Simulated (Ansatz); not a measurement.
## Run report: CdI$_{2}$, geometry relaxation (part 2 of 2)

Continued. System: CdI$_{2}$ (P-3m1, 9 atoms in the cell). Method: DFT PBE+D3(BJ), scalar-relativistic, plane waves, PAW, no spin polarisation (Ansatz 0.2.0); cutoff 420 eV, 9×9×2 k-mesh, Gaussian smearing of 0.02 eV. The structure derives from a Materials Project entry.

Geometry of the input (Å; fractional positions):
```
4.2419  0.0000  0.0000
-2.1210  3.6736  0.0000
0.0000  0.0000  20.5043
Cd 0.6667  0.3333  0.3329
Cd 0.3333  0.6667  0.6671
Cd 0.0000  0.0000  0.0000
I  0.3333  0.6667  0.0844
I  0.3333  0.6667  0.4173
I  0.6667  0.3333  0.9156
I  0.6667  0.3333  0.5827
I  0.0000  0.0000  0.2485
I  0.0000  0.0000  0.7515
```

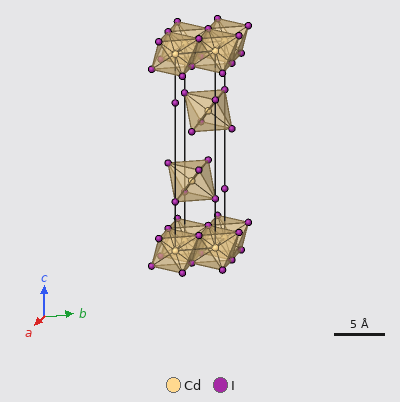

Fig. 1: The geometry at step 2 of the log (polyhedral view of the cell of the calculation, seen slightly off an axis; polyhedra are completed across the faces of the cell).

Output, continued
```
  k-point 1: bands = ["-95.1807", "-95.1709", "-95.1709", "-56.2548", "-56.2548", "-56.2489", "-56.2451", "-56.2451", "-56.2451", "-56.2451", "-56.2389", "-56.2389", "-37.5072", "-37.5072", "-37.5072", "-37.5072", "-37.4962", "-37.4962", "-37.4962", "-37.4962", "-37.4954", "-37.4954", "-37.4951", "-37.4951", "-37.4941", "-37.4941", "-37.4940", "-37.4940", "-37.4907", "-37.4906", "-37.4852", "-37.4852", "-37.4852", "-37.4852", "-37.4827", "-37.4827", "-37.4824", "-37.4824", "-37.4809", "-37.4809", "-37.4781", "-37.4780", "-5.7830", "-5.7728", "-5.6142", "-5.3540", "-5.1523", "-5.1487", "-1.2883", "-1.2883", "-1.2790", "-1.2790", "-1.2785", "-1.2785", "-1.1741", "-1.1661", "-1.1586", "-1.0965", "-1.0965", "-1.0868", "-1.0868", "-1.0868", "-1.0868", "2.6565", "2.6722", "3.3102", "4.6462", "5.7753", "5.7886", "5.8628", "5.8628", "5.9554", "5.9554", "5.9635", "5.9635", "6.1976", "6.1976", "6.2087", "6.2087", "6.3039", "6.3039", "9.0844", "9.0924", "9.9505", "10.7764", "10.7851", "10.8644", "12.5220", "12.5220", "12.5374", "12.5374", "12.6422", "12.6422", "14.0126", "14.7140", "14.7655", "14.8959", "14.9793"]
  k-point 2: bands = ["-95.1807", "-95.1709", "-95.1709", "-56.2548", "-56.2548", "-56.2489", "-56.2451", "-56.2451", "-56.2451", "-56.2451", "-56.2389", "-56.2389", "-37.5072", "-37.5072", "-37.5071", "-37.5071", "-37.4962", "-37.4962", "-37.4961", "-37.4961", "-37.4954", "-37.4954", "-37.4952", "-37.4951", "-37.4941", "-37.4940", "-37.4940", "-37.4940", "-37.4907", "-37.4905", "-37.4852", "-37.4852", "-37.4852", "-37.4852", "-37.4827", "-37.4827", "-37.4824", "-37.4824", "-37.4808", "-37.4808", "-37.4780", "-37.4779", "-5.7519", "-5.6316", "-5.6297", "-5.2525", "-5.2433", "-5.0930", "-1.2791", "-1.2698", "-1.2693", "-1.2646", "-1.2564", "-1.2516", "-1.1625", "-1.1522", "-1.1482", "-1.0998", "-1.0950", "-1.0902", "-1.0899", "-1.0853", "-1.0853", "2.5890", "3.0220", "3.0305", "4.9479", "4.9754", "5.4174", "5.5331", "5.6218", "5.6921", "5.7606", "5.7939", "5.8407", "5.8924", "5.9846", "6.1455", "6.2333", "6.2365", "6.3140", "9.2188", "9.7717", "9.8040", "11.2048", "11.2738", "11.3104", "12.1463", "12.3349", "12.4605", "12.6890", "12.7934", "12.8028", "13.9839", "14.1718", "14.2391", "14.3342", "14.6034"]
  k-point 23: bands = ["-95.1807", "-95.1709", "-95.1709", "-56.2550", "-56.2550", "-56.2488", "-56.2453", "-56.2453", "-56.2453", "-56.2453", "-56.2388", "-56.2388", "-37.5069", "-37.5068", "-37.5068", "-37.5068", "-37.4959", "-37.4959", "-37.4958", "-37.4958", "-37.4956", "-37.4954", "-37.4954", "-37.4952", "-37.4937", "-37.4937", "-37.4937", "-37.4937", "-37.4903", "-37.4903", "-37.4853", "-37.4853", "-37.4853", "-37.4853", "-37.4829", "-37.4826", "-37.4826", "-37.4825", "-37.4805", "-37.4805", "-37.4777", "-37.4777", "-5.0826", "-5.0826", "-5.0737", "-5.0737", "-5.0705", "-5.0705", "-1.1315", "-1.1315", "-1.1225", "-1.1215", "-1.1215", "-1.1205", "-1.0712", "-1.0611", "-1.0611", "-1.0566", "-1.0566", "-1.0473", "-1.0459", "-1.0459", "-1.0459", "2.5684", "2.5857", "2.5857", "3.7085", "3.7085", "3.7317", "4.0125", "4.0277", "4.0277", "4.1874", "4.1923", "4.1923", "5.4205", "5.4205", "5.5642", "5.6710", "5.8184", "5.8184", "9.3401", "9.3401", "9.3758", "11.8642", "11.9671", "11.9671", "12.7292", "12.7292", "12.7784", "13.9249", "13.9319", "13.9319", "14.2506", "14.2506", "14.3950", "14.7691", "14.8073"]
--- Relaxed structure (1 steps of the walk, 1 accepted, 1 SCFs on fresh bases) ---
  F+E_penalty+E_count = -69848.96637536 eV   max|allowed force component| = 9.984e-4 eV/Å   (the final SCF, on the basis selected at the relaxed cell)
  cell:  # Å, volume = 319.5213 Å³
    - [4.24191412300578, 0.0, 0.0]
    - [-2.12095706150289, 3.673605391194994, 0.0]
    - [0.0, 0.0, 20.5043240978]
  atoms:
    - { symbol: Cd, position: [0.6666666666666666, 0.3333333333333333, 0.332884374] }
    - { symbol: Cd, position: [0.3333333333333333, 0.6666666666666666, 0.667115626] }
    - { symbol: Cd, position: [0.0, 0.0, 0.0] }
    - { symbol: I, position: [0.3333333333333333, 0.6666666666666666, 0.0843876816] }
    - { symbol: I, position: [0.3333333333333333, 0.6666666666666666, 0.4172587806] }
    - { symbol: I, position: [0.6666666666666666, 0.3333333333333333, 0.9156123184] }
    - { symbol: I, position: [0.6666666666666666, 0.3333333333333333, 0.5827412194] }
    - { symbol: I, position: [0.0, 0.0, 0.248521016] }
    - { symbol: I, position: [0.0, 0.0, 0.751478984] }
```

Trajectory as extended XYZ (Å, eV, eV/Å), 2 frames, from step=1 to step=2
```
9
Lattice="4.2419 0.0000 0.0000 -2.1210 3.6736 0.0000 0.0000 0.0000 20.5043" Properties=species:S:1:pos:R:3:forces:R:3 step=1 energy=-69848.96638 pressure_GPa=-0.00
Cd    2.1210    1.2245    6.8256    0.0000   0.0000   0.0010
Cd    0.0000    2.4491   13.6788    0.0000   0.0000  -0.0010
Cd    0.0000    0.0000    0.0000    0.0000   0.0000   0.0000
I     0.0000    2.4491    1.7303    0.0000   0.0000  -0.0004
I     0.0000    2.4491    8.5556    0.0000   0.0000  -0.0010
I     2.1210    1.2245   18.7740    0.0000   0.0000   0.0004
I     2.1210    1.2245   11.9487    0.0000   0.0000   0.0010
I     0.0000    0.0000    5.0958    0.0000   0.0000  -0.0003
I     0.0000    0.0000   15.4086    0.0000   0.0000   0.0003
9
Lattice="4.2419 0.0000 0.0000 -2.1210 3.6736 0.0000 0.0000 0.0000 20.5043" Properties=species:S:1:pos:R:3:forces:R:3 step=2 energy=-69848.96638 pressure_GPa=-0.00
Cd    2.1210    1.2245    6.8256    0.0000   0.0000   0.0010
Cd    0.0000    2.4491   13.6788    0.0000   0.0000  -0.0010
Cd    0.0000    0.0000    0.0000    0.0000   0.0000   0.0000
I     0.0000    2.4491    1.7303    0.0000   0.0000  -0.0004
I     0.0000    2.4491    8.5556    0.0000   0.0000  -0.0010
I     2.1210    1.2245   18.7740    0.0000   0.0000   0.0004
I     2.1210    1.2245   11.9487    0.0000   0.0000   0.0010
I     0.0000    0.0000    5.0958    0.0000   0.0000  -0.0003
I     0.0000    0.0000   15.4086    0.0000   0.0000   0.0003
```

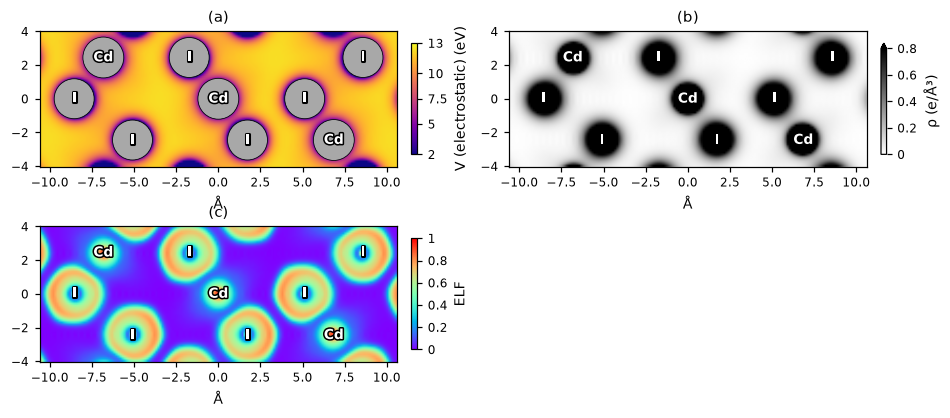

Fig. 2: (a) electrostatic potential energy of an electron; (b) valence electron density; (c) electron localisation function on the (110) plane of the conventional cell. Grey discs, where drawn, cover atomic cores. The section cuts through Cd and I sites. Cd–I (3.00 Å): the density is about 0.26 e/Å³ at the midpoint; the ELF peaks at about 0.70 in the valence shell of I, 1.2 Å from its nucleus, and drops to about 0.15 between the two atoms, which marks a largely ionic contact. Away from the nuclei the density in this plane falls to 0.003 e/Å³ at its lowest. The strong features right at Cd lie inside the PAW spheres (semicore, d or f shells) and say nothing about bonding. Outside the cores the potential energy rises away from the atoms and is highest about 2.9 Å from the nearest atoms; outside the discs it spans about 10 eV, and its zero is arbitrary. The fields are those of the smooth PAW valence density.

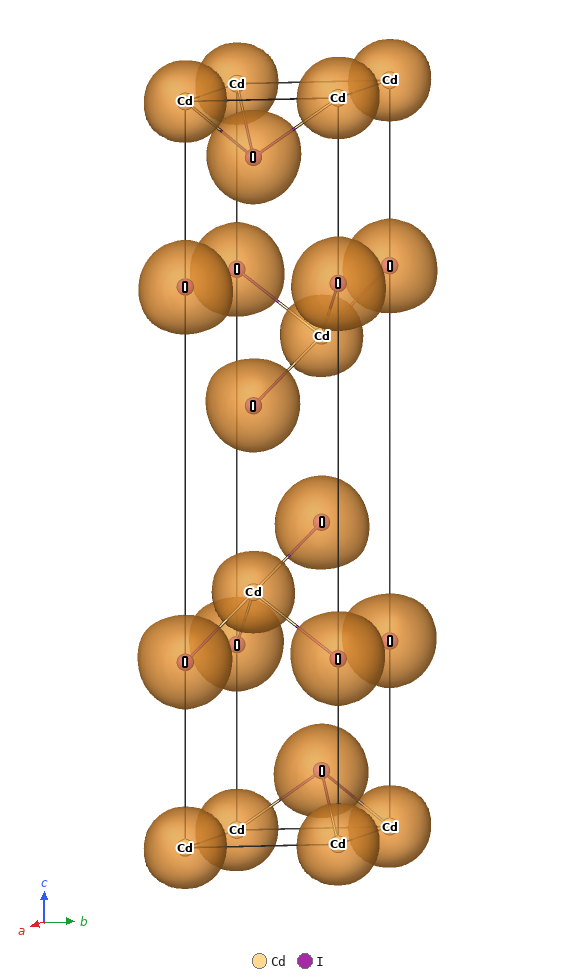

Fig. 3: Isosurface of the valence charge density (pseudo) at 0.3 e/Å³ (orange), seen slightly off an axis. Sticks mark near contacts. The outline is the cell set on symmetry axes. At this value the density breaks into separate islands; it holds about 85 % of the electrons treated as valence (semicore included). It is pinched off along the Cd–I (3.00 Å) contacts. On the grid the lowest density along these lines, outside the cores, is 0.24 e/Å³ (Cd–I, 3.00 Å).

Results in brief

- outcome: converged
- space group (tolerance 0.01 Å): P-3m1 (164)
- electrons treated: 162
- free energy: −69848.9664 eV
- Fermi energy: 7.425 eV
- gap on the k-point mesh: 2.22 eV
- pressure: 0.00 GPa
- final volume: 319.52 Å³
- largest force (length of the vector) at the end: 0.001 eV/Å
- final cell: a = 4.242 Å, b = 4.242 Å, c = 20.504 Å, α = 90.00°, β = 90.00°, γ = 120.00°
- wall time: 3.4 min
- peak memory: 0.95 GiB
